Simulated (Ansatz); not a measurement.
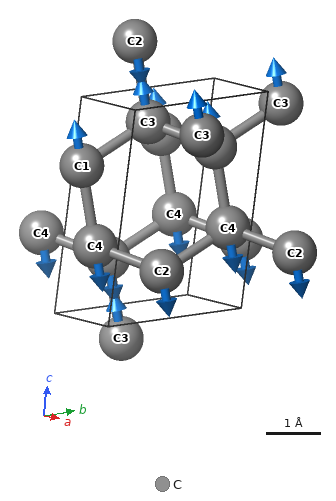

Phonons of crystalline C, space group Fd-3m (No. 227), at the zone centre of a doubled cell. The levels lie at 560 (×2), 1050, 1213 (×2), 1279, 1316 (×3) cm⁻¹. One mode is drawn. The blue arrows are the displacements of the atoms (eigenvector over the root of the mass), of arbitrary overall length and sign. The picture is a ball-and-stick view of the cell of the calculation, seen slightly off an axis.

All numbers below come from Ansatz 0.2.0, DFT r2SCAN, scalar-relativistic, plane waves, PAW. Set-up: plane-wave cutoff 500 eV; k-point mesh 12 × 12 × 10; occupations gaussian; smearing width 0.05 eV; no spin polarisation.

Frequencies are those without the non-analytic (LO–TO) term.

Q: To which level does it belong?

A: The level at 1050 cm⁻¹. This is a non-degenerate mode, level 2 of 5, counted from below (the three translations aside). All motion is along [1 1 −3] of the drawn cell; atoms of one kind move against one another, with no net shift of their sublattice; of the bonds it mainly stretches C–C, some lengthening while others shorten. It changes sign from one half of the doubled cell to the other: it belongs to the zone boundary, q = (0, 0, 1/2) in the reciprocal vectors of the undoubled cell.
